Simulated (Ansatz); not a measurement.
**Si₄N: density, localisation and related maps**

```yaml
crystal:
  lattice:
    - [-1.39528, -2.41506, 0.00186]
    - [1.39382, -2.41591, -0.00120]
    - [-0.05857, -0.34828, 23.18960]
  atoms:
    - { symbol: Si, position: [0.49448, 0.49776, 0.55384] }
    - { symbol: Si, position: [0.48361, 0.49335, 0.65983] }
    - { symbol: Si, position: [0.46195, 0.48460, 0.87108] }
    - { symbol: Si, position: [0.47256, 0.48890, 0.76759] }
    - { symbol: Si, position: [0.50552, 0.50224, 0.44616] }
    - { symbol: Si, position: [0.51639, 0.50665, 0.34017] }
    - { symbol: Si, position: [0.53805, 0.51540, 0.12892] }
    - { symbol: Si, position: [0.52744, 0.51110, 0.23241] }
    - { symbol: N, position: [0.12591, 0.15015, 0.89744] }
    - { symbol: N, position: [0.87409, 0.84985, 0.10256] }
```

Space group P-1; a generated structure, not necessarily the stable one; changed on purpose from its base cell (volume × 1.03, shape and atoms relaxed).

Theory: Ansatz 0.2.0, DFT PBE, scalar-relativistic, plane waves, PAW.

The density is the valence pseudo-density of a PAW calculation; it isn't the true density close to the nuclei.

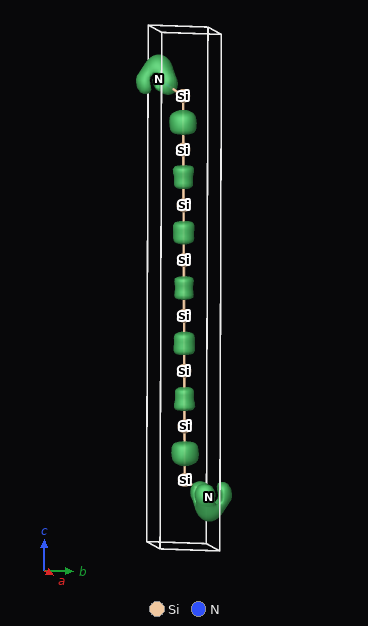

Figure 1. Isosurface of the electron localisation function at 0.8 (green), seen slightly off an axis. Only the valence region is drawn (cores and ρ < 0.01 e/Å³ removed). Sticks mark near contacts.

Q: Identify the bonds, lone pairs and shells in this picture.

A: The surface consists of seven regions between bonded Si–Si atoms and two regions on N in which the atom's valence shell and bonds are merged, counted in one cell of 10 atoms. Regions shared between cells count once. Profiles from the grid: Si–N (1.72 Å): the ELF peaks at about 0.90 between the atoms. Si–Si (2.40 Å): the ELF peaks at about 0.95 between the atoms.

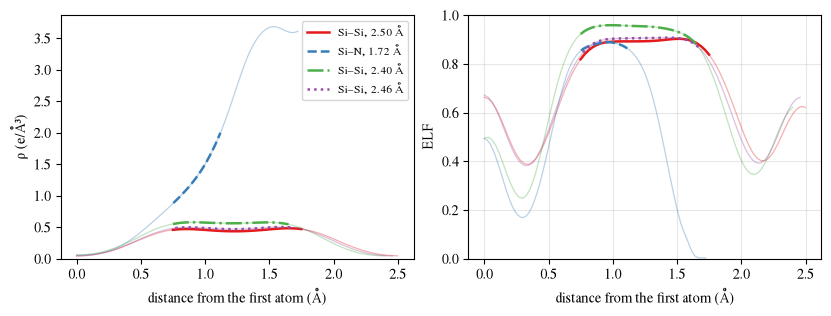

Figure 2. Valence electron density and electron localisation function along straight lines between neighbouring atoms. Thin, pale parts lie inside the atomic spheres.

Q: What can be read from the curves?

A: Si–Si (2.50 Å): ρ at the midpoint is about 0.43 e/Å³; the ELF peaks at about 0.90 between the atoms.
Si–N (1.72 Å): ρ at the midpoint is about 1.1 e/Å³; the ELF peaks at about 0.90 between the atoms.
Si–Si (2.40 Å): ρ is about 0.56 e/Å³ halfway; the ELF peaks at about 0.95 between the atoms.
Si–Si (2.46 Å): ρ at the midpoint is about 0.47 e/Å³; the ELF peaks at about 0.90 between the atoms.

Q: Metal or insulator at this level of theory?

A: It is metallic or semimetallic at this level of theory: no gap opens.
